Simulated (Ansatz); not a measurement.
## Geometry relaxation of C

System: C (slab, 10 atoms in the cell).
Method: DFT PBE+D3(BJ), scalar-relativistic, plane waves, PAW, no spin polarisation (Ansatz 0.2.0).

The structure derives from a Materials Project entry. The input holds or restrains some coordinates. Forces given for the steps count only the free coordinates. It belongs to a series of runs on one base structure; here: clean slab, lower half held.

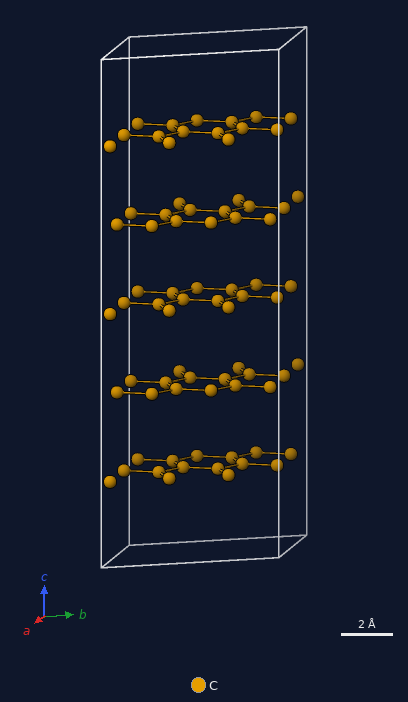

*The starting structure (ball-and-stick view of the 2 × 3 repeat of the cell, with the vacuum cut short, seen slightly off an axis). An atom can appear more than once, as a periodic image.*

Input
```yaml
crystal:
  lattice:
    - [2.4655379961, 0.0, 0.0]
    - [-1.2327689981, 2.1341461166, 0.0]
    - [0.0, 0.0, 30.5979673684]
  atoms:
    - { symbol: C, position: [0.0833101797, 0.1666203594, 0.2777962306] }
    - { symbol: C, position: [0.4166898203, 0.8333796406, 0.2777962306] }
    - { symbol: C, position: [0.5833101797, 0.1666203594, 0.3888994595] }
    - { symbol: C, position: [0.9166898203, 0.8333796406, 0.3888994595] }
    - { symbol: C, position: [0.0833101797, 0.1666203594, 0.5] }
    - { symbol: C, position: [0.4166898203, 0.8333796406, 0.5] }
    - { symbol: C, position: [0.5833101797, 0.1666203594, 0.6111032288] }
    - { symbol: C, position: [0.9166898203, 0.8333796406, 0.6111032288] }
    - { symbol: C, position: [0.0833101797, 0.1666203594, 0.7222037694] }
    - { symbol: C, position: [0.4166898203, 0.8333796406, 0.7222037694] }
basis:
  ecutwfc: 420
kpoints:
  mp_grid: { grid: [12, 12, 1] }
hamiltonian:
  xc: pbe
  dispersion: d3bj
scf:
  occupations: { method: gaussian, width: 0.1 }
output:
  forces: true
  eigenvalues: true
relax:
  adjacent_minimum: "off"
  f_tol: 0.03
  max_steps: 70
  constraints: [{ sites: [0, 1, 2, 3] }]
efield:
  axis: 3
  dipole_correction: true
  ramp_width: 0.04
```

Machine: 1 thread of Intel Xeon @ 2.50GHz (Skylake/Cascade Lake), 189 GiB of memory available, shared host.

Launched with:
```bash
ansatz run input.yaml --threads 1 --pin off --max-ram 2560MiB --backend cpu --events-out ev --progress --plain --runs-dir out
```

What the program printed
```
Engine: ansatz 0.2.0, x86_64-unknown-linux-gnu
Pseudopotentials: kind: paw
Pseudopotential: C, paw, valence charge 4, recommended cutoff 420 eV (normal), C.paw.azcp
Functional definition: PBE
  parameter kappa = 0.804
  parameter beta = 0.06672455060314922
  exchange = pbe_x(kappa = kappa, mu = beta*pi^2/3)
  correlation = pbe_c(beta = beta)
Crystal: 10 atoms, lattice volume = 161.001 Å³
Basis set: ecut = 420 eV, 3049 PW (Γ), exchange–correlation on 36×36×432 points (8 copies of the dense FFT grid, shifted against one another)
Bands: 30, of which v1, the nominal top of the filled ones, is band 20 counted from 1 (19 counted from 0)
Symmetry: 4 space group operations
k-points: 43 of 144
Non-local potential: C, projectors of the file, l = 0: 2, l = 1: 2, l = 2: 1
PAW form: soft (Blöchl's): semilocal exchange-correlation on the pseudo side does not see the compensation charge
PAW one-centre angular grid: C, 110 points (default); XC on 64 Gauss nodes
Initial density: superposition of atomic densities (neutral atoms: chi_scale 0, normalization atom), corrected by the library's trained network
Initial wavefunctions: pseudopotential atomic-orbital guess
Functional: x = pbe(κ = 0.804, μ = 0.2195149727645171), c = pbe(β = 0.06672455060314922)
SCF iter   1: F=—  HF=-2510.705232 eV  |F-HF|=—  |Δ(HF+E_count)|=         —  Δρ=2.14e-3  dr2=7.51e-3  ethr=1.77e-3  p=0.000 e·Å  D=5.49e-7 V/Å  ΔV_dip=-0.00 eV  dr2_dipole=6.97e-9  V_vac-E_F(+/−)=4.47/4.47 eV  ⟨swp⟩=11.4  Hψ=8007  notcnv=0  defer=7
efield: sawtooth ramp at fractional position 0.9800 (placed from the atoms, in the widest stretch of the axis that holds none; the zero of the levels goes with the place), width 0.0400; the density the first Hamiltonian is built on has a dipole p = 0.000 e·Å; the dipole correction subtracts the counter field D = 5.49e-7 V/Å, which shifts the + side's vacuum level by -0.00 eV against the − side's; the planar-averaged density in the ramp window peaks in size at 1.8e-5 e/Å³
preconditioner: auto → LDOS  [metal: Δε(μ)=0.114 eV  Ē_g=15.291 eV  σ=0.100 eV  W_gap=0.46  n_scr=20 (ndim 8)  ℏωp=18.5 eV  f_vac=0.444  D(μ)=0.44/eV (n_scr^D=6)  β→1.0]
SCF iter   2: F=—  HF=-2510.707905 eV  |F-HF|=—  |Δ(HF+E_count)|=   2.67e-3  Δρ=7.14e-4  dr2=2.50e-3  ethr=1.88e-5  p=0.000 e·Å  D=3.21e-5 V/Å  ΔV_dip=-0.00 eV  dr2_dipole=4.01e-8  V_vac-E_F(+/−)=4.20/4.20 eV  ⟨swp⟩=2.6  Hψ=2678  notcnv=0  defer=120
SCF iter   3: F=—  HF=-2510.707338 eV  |F-HF|=—  |Δ(HF+E_count)|=   5.67e-4  Δρ=3.20e-4  dr2=6.69e-4  ethr=6.26e-6  p=-0.000 e·Å  D=-1.40e-5 V/Å  ΔV_dip=0.00 eV  dr2_dipole=1.37e-9  V_vac-E_F(+/−)=4.30/4.30 eV  ⟨swp⟩=2.4  Hψ=2119  notcnv=0  defer=117
SCF iter   4: F=—  HF=-2510.707203 eV  |F-HF|=—  |Δ(HF+E_count)|=   1.35e-4  Δρ=8.10e-5  dr2=1.82e-5  ethr=1.67e-6  p=-0.000 e·Å  D=-3.38e-6 V/Å  ΔV_dip=0.00 eV  dr2_dipole=6.15e-13  V_vac-E_F(+/−)=4.28/4.28 eV  ⟨swp⟩=2.1  Hψ=1563  notcnv=0  defer=117
iter 5 did not close the SCF: its close was put off for the readings that it lacked (scf_convergence_deferred on its scf_iter line)
SCF iter   5: F=-2510.707210 eV  HF=-2510.707211 eV  |F-HF|=3.73e-7  |Δ(HF+E_count)|=   8.07e-6  Δρ=1.01e-5  dr2=7.79e-7  ethr=4.56e-8  p=0.000 e·Å  D=6.55e-7 V/Å  ΔV_dip=-0.00 eV  dr2_dipole=6.32e-11  V_vac-E_F(+/−)=4.28/4.28 eV  ⟨swp⟩=2.3  Hψ=1986  notcnv=0  defer=117
SCF iter   6: F=-2510.707211 eV  HF=-2510.707211 eV  |F-HF|=5.24e-8  |Δ(HF+E_count)|=   1.80e-7  Δρ=3.37e-6  dr2=2.04e-8  ethr=1.95e-9  p=-0.000 e·Å  D=-5.18e-7 V/Å  ΔV_dip=0.00 eV  dr2_dipole=1.88e-12  V_vac-E_F(+/−)=4.27/4.27 eV  ⟨swp⟩=24.3  Hψ=8262  notcnv=0
the search or the solves at the SCF's close seem to have found levels that the self-consistency loop had missed (the run counts 1). By its estimate they hold under 1e-12 electrons; where the run keeps them, the occupations were computed again with them
SCF 1 converged in 6 iterations: F = -2510.707211 eV  dr2 = 2.04e-8
  greatest PAW one-centre occupation: 0.673 electrons in one spin orbital (limit 2), on the C atom at site 5 (counted from 0), in its partial waves of l = 0
relax step   1: F+E_penalty+E_count = -2510.70721107 eV  Δ(F+E_penalty+E_count) = +0.000e0 eV  max|allowed force component| = 2.254e-3 eV/Å  Δτ_max = 0.0000 Å  (6 SCF iters, dr2 threshold 2.25e-5 eV, accepted)
Initial density: handed on by an earlier stage of this run
Initial wavefunctions: those handed on with the density
iter 1 solved again at ethr=4.98e-11 eV; its pass at ethr=3.10e-3 eV (dr2=1.99e-8 eV) is discarded
SCF iter   1: F=—  HF=-2510.707157 eV  |F-HF|=—  |Δ(HF+E_count)|=         —  Δρ=3.46e-6  dr2=2.03e-8  ethr=4.98e-11  p=-0.000 e·Å  D=-5.18e-7 V/Å  ΔV_dip=0.00 eV  dr2_dipole=1.85e-12  V_vac-E_F(+/−)=4.27/4.27 eV  ⟨swp⟩=1.1  Hψ=3618  notcnv=0
efield: sawtooth ramp at fractional position 0.9800 (handed on by an earlier solve), width 0.0400; the density the first Hamiltonian is built on has a dipole p = -0.000 e·Å; the dipole correction subtracts the counter field D = -5.18e-7 V/Å, which shifts the + side's vacuum level by +0.00 eV against the − side's; the planar-averaged density in the ramp window peaks in size at 7.7e-8 e/Å³
preconditioner: auto → LDOS  [metal: Δε(μ)=0.111 eV  Ē_g=15.271 eV  σ=0.100 eV  W_gap=0.45  n_scr=20 (ndim 8)  ℏωp=18.5 eV  f_vac=0.443  D(μ)=0.43/eV (n_scr^D=6)  β→1.0]
iter 2 did not close the SCF: its close was put off until two iterations running show no level that it waits for move by more than its bar (scf_convergence_deferred on its scf_iter line)
SCF iter   2: F=-2510.707211 eV  HF=-2510.707211 eV  |F-HF|=1.00e-8  |Δ(HF+E_count)|=   5.44e-5  Δρ=1.71e-6  dr2=1.50e-8  ethr=4.98e-11  p=0.000 e·Å  D=1.41e-7 V/Å  ΔV_dip=-0.00 eV  dr2_dipole=4.24e-13  V_vac-E_F(+/−)=4.28/4.28 eV  ⟨swp⟩=11.4  Hψ=6213  notcnv=0
iter 3 did not close the SCF: its close was put off until two iterations running show no level that it waits for move by more than its bar (scf_convergence_deferred on its scf_iter line)
SCF iter   3: F=-2510.707211 eV  HF=-2510.707211 eV  |F-HF|=6.28e-10  |Δ(HF+E_count)|=  8.92e-10  Δρ=4.42e-7  dr2=6.23e-10  ethr=3.75e-11  p=-0.000 e·Å  D=-3.87e-7 V/Å  ΔV_dip=0.00 eV  dr2_dipole=3.64e-15  V_vac-E_F(+/−)=4.28/4.28 eV  ⟨swp⟩=3.3  Hψ=4425  notcnv=0
SCF iter   4: F=-2510.707211 eV  HF=-2510.707211 eV  |F-HF|=2.19e-10  |Δ(HF+E_count)|=  8.04e-10  Δρ=1.32e-7  dr2=1.73e-11  ethr=1.56e-12  p=-0.000 e·Å  D=-2.40e-7 V/Å  ΔV_dip=0.00 eV  dr2_dipole=6.62e-15  V_vac-E_F(+/−)=4.28/4.28 eV  ⟨swp⟩=2.6  Hψ=3642  notcnv=0
SCF 2 converged in 4 iterations: F = -2510.707211 eV  dr2 = 1.73e-11
relax step   2: F+E_penalty+E_count = -2510.70721108 eV  Δ(F+E_penalty+E_count) = -7.065e-9 eV  max|allowed force component| = 2.247e-3 eV/Å  Δτ_max = 0.0000 Å  (4 SCF iters, accepted)
```

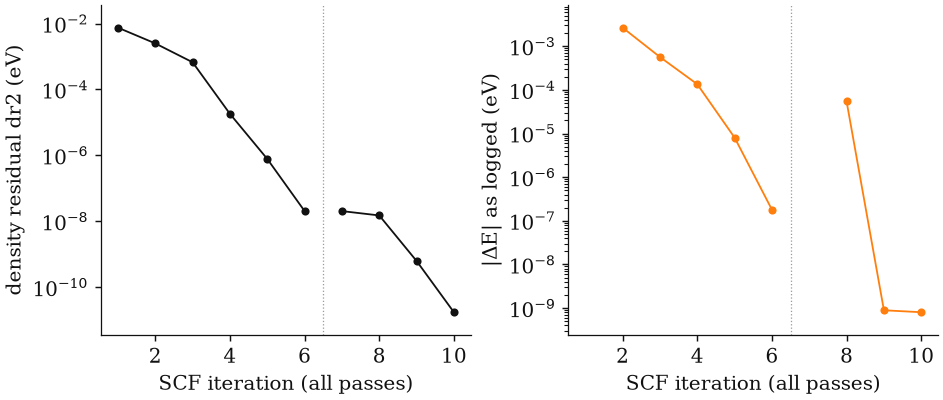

*Convergence of the self-consistent field: density residual dr2 and size of the energy change against the SCF iteration. The dotted lines part the SCF passes of the relaxation: geometry steps, rejected trials and re-solves on a re-selected basis.*

The passes take 6 and 4 iterations.

```
SCF converged after 4 iterations
Free energy (F): -2510.707211 eV
Harris-Foulkes:  -2510.707211 eV  (|F-HF|=2.19e-10)
Internal energy: -2510.705039 eV  (E = F + TS)
E sigma→0 (E₀):  -2510.706125 eV
Entropy (-TS):   -0.002172 eV (-0.217 meV/atom)
Fermi energy:    1.903097 eV
Dipole field:    D = -0.000000 V/Å  (p = -0.000000 e·Å, saw-weighted, corrected)
Work function:   Φ+ = 4.2751 eV   Φ− = 4.2751 eV
Levels:          The Fermi level and band energies are counted from a zero that moves with the ramp; work functions are not
--- Per-component energies (eV) ---
  E_band       = -289.246805
  E_kinetic    = 909.262554
  E_local      = -30469.764978  (includes V_loc(G=0)·N_el)
  E_nonlocal   = 273.047551
  E_hartree    = 14830.328494
  E_xc         = -480.075794
  E_vxc        = -594.397734  (∫ρ·V_xc dr)
  E_paw        = -993.453356  (= ΣΔE_a)
  E_vpaw       = -68.051355  (= ΣTr[D̂ρ^β])
  E_aug_tail   = 0.000074  (compensation charges beyond the density's cutoff)
  E_efield     = 0.000000  (sawtooth field / dipole correction)
  E_vefield    = 0.000000  (∫n·V_field dr)
  E_ewald      = 13421.345618
  E_disp       = -1.395201  (pairwise vdW)
  E_smearing   = -0.002172  (= −TS)
  E_closure    = -0.000000  (closes the sum)
  Σ components = -2510.707211   (vs F -2510.707211, Δ=0.00e0)
--- Forces (eV/Å), atoms counted from 1 ---
  atom   1  C     -0.00000000     0.00224833     0.00078978
  atom   2  C      0.00000000    -0.00224833     0.00078978
  atom   3  C     -0.00000000     0.00154035     0.00042817
  atom   4  C      0.00000000    -0.00154035     0.00042817
  atom   5  C     -0.00000000     0.00105132     0.00001260
  atom   6  C      0.00000000    -0.00105132     0.00001260
  atom   7  C     -0.00000000     0.00153999    -0.00045367
  atom   8  C      0.00000000    -0.00153999    -0.00045367
  atom   9  C     -0.00000000     0.00224738    -0.00077688
  atom  10  C      0.00000000    -0.00224738    -0.00077688
  max |Σ_I F_I| component: 1.74e-8 eV/Å
--- Band table (eV; the first three rows and the last of 43) ---
  k-point 0: bands = ["-17.7258", "-17.6800", "-17.6139", "-17.5443", "-17.4909", "-6.4599", "-6.1621", "-5.7272", "-5.2536", "-4.8742", "-1.1353", "-1.1333", "-1.1246", "-1.1225", "-1.1222", "-1.1145", "-1.1140", "-1.1105", "-1.1068", "-1.1053", "5.4384", "5.5011", "6.3566", "6.7794", "7.1699", "8.1476", "8.4987", "9.8675", "10.2207", "10.2336"]
  k-point 1: bands = ["-17.5605", "-17.5152", "-17.4498", "-17.3808", "-17.3280", "-6.2596", "-5.9634", "-5.5310", "-5.0604", "-4.6836", "-1.7775", "-1.7761", "-1.7686", "-1.7605", "-1.7536", "-1.4761", "-1.4736", "-1.4644", "-1.4532", "-1.4441", "5.6594", "5.7226", "6.5746", "6.9901", "7.3862", "8.3506", "8.7101", "10.0353", "10.2777", "10.3127"]
  k-point 2: bands = ["-17.0664", "-17.0225", "-16.9591", "-16.8922", "-16.8409", "-5.6632", "-5.3720", "-4.9477", "-4.4865", "-4.1180", "-3.4284", "-3.4223", "-3.4096", "-3.3944", "-3.3822", "-2.2736", "-2.2700", "-2.2602", "-2.2479", "-2.2378", "6.3213", "6.3865", "7.2253", "7.6262", "8.0324", "8.9559", "9.3338", "10.1802", "10.1961", "10.2436"]
  k-point 42: bands = ["-13.4112", "-13.3788", "-13.3312", "-13.2805", "-13.2414", "-8.6723", "-8.6511", "-8.6185", "-8.5827", "-8.5546", "-7.0870", "-7.0727", "-7.0497", "-7.0236", "-7.0028", "-1.3780", "-1.1559", "-0.8400", "-0.5083", "-0.2536", "4.2685", "4.4555", "4.7223", "5.0031", "5.2190", "11.2681", "11.3079", "11.6961", "12.1963", "12.5365"]
--- Relaxed structure (2 steps of the walk, 2 accepted, 0 SCFs on fresh bases) ---
  F+E_penalty+E_count = -2510.70721108 eV   max|allowed force component| = 2.247e-3 eV/Å
  atoms:
    - { symbol: C, position: [0.0833101797, 0.16662035940000003, 0.2777962306] }
    - { symbol: C, position: [0.4166898203000001, 0.8333796406000001, 0.2777962306] }
    - { symbol: C, position: [0.5833101797, 0.16662035940000003, 0.3888994595] }
    - { symbol: C, position: [0.9166898203, 0.8333796406000001, 0.3888994595] }
    - { symbol: C, position: [0.0833101797, 0.16662035940000003, 0.5] }
    - { symbol: C, position: [0.4166898203000001, 0.8333796406000001, 0.5] }
    - { symbol: C, position: [0.5833101797, 0.16662035940000003, 0.6111032288] }
    - { symbol: C, position: [0.9166898203, 0.8333796406000001, 0.6111032288] }
    - { symbol: C, position: [0.0833101797, 0.16662035940000003, 0.7222037694000001] }
    - { symbol: C, position: [0.4166898203000001, 0.8333796406000001, 0.7222037694000001] }
```

Trajectory as extended XYZ (Å, eV, eV/Å), 2 frames, from step=1 to step=2
```
10
Lattice="2.4655 0.0000 0.0000 -1.2328 2.1341 0.0000 0.0000 0.0000 30.5980" Properties=species:S:1:pos:R:3:forces:R:3 step=1 energy=-2510.70721
C     0.0000    0.3556    8.5000    0.0000   0.0023   0.0008
C     0.0000    1.7786    8.5000    0.0000  -0.0023   0.0008
C     1.2328    0.3556   11.8995    0.0000   0.0015   0.0004
C     1.2328    1.7786   11.8995    0.0000  -0.0015   0.0004
C     0.0000    0.3556   15.2990    0.0000   0.0011   0.0000
C     0.0000    1.7786   15.2990    0.0000  -0.0011   0.0000
C     1.2328    0.3556   18.6985    0.0000   0.0015  -0.0004
C     1.2328    1.7786   18.6985    0.0000  -0.0015  -0.0004
C     0.0000    0.3556   22.0980    0.0000   0.0023  -0.0008
C     0.0000    1.7786   22.0980    0.0000  -0.0023  -0.0008
10
Lattice="2.4655 0.0000 0.0000 -1.2328 2.1341 0.0000 0.0000 0.0000 30.5980" Properties=species:S:1:pos:R:3:forces:R:3 step=2 energy=-2510.70721
C     0.0000    0.3556    8.5000    0.0000   0.0022   0.0008
C     0.0000    1.7786    8.5000    0.0000  -0.0022   0.0008
C     1.2328    0.3556   11.8995    0.0000   0.0015   0.0004
C     1.2328    1.7786   11.8995    0.0000  -0.0015   0.0004
C     0.0000    0.3556   15.2990    0.0000   0.0011   0.0000
C     0.0000    1.7786   15.2990    0.0000  -0.0011   0.0000
C     1.2328    0.3556   18.6985    0.0000   0.0015  -0.0005
C     1.2328    1.7786   18.6985    0.0000  -0.0015  -0.0005
C     0.0000    0.3556   22.0980    0.0000   0.0022  -0.0008
C     0.0000    1.7786   22.0980    0.0000  -0.0022  -0.0008
```

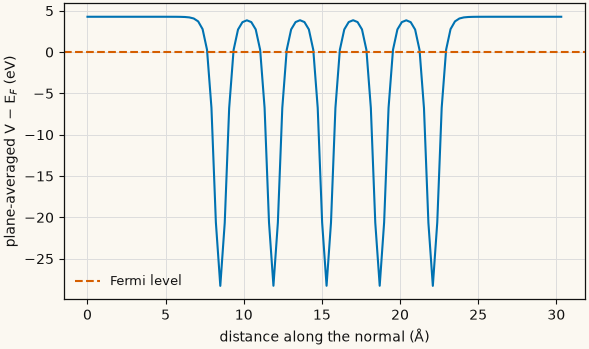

*Plane average of the electrostatic potential energy of an electron across the cell, from the Fermi level.*

The vacuum level lies 4.28 eV above the Fermi level.

Results in brief

| quantity | value |
| --- | --- |
| outcome | converged under the restraints of the input |
| electrons treated | 40 |
| free energy | −2510.7072 eV |
| work function, top face | 4.28 eV |
| work function, bottom face | 4.28 eV |
| Fermi energy | 1.903 eV |
| gap on the k-point mesh | none (metallic) |
| final volume | 161.00 Å³ |
| work function (upper face) | 4.28 eV |
| largest force (length of the vector) at the end, held atoms and coordinates included | 0.002 eV/Å |
| wall time | 89 s |
| peak memory | 0.47 GiB |
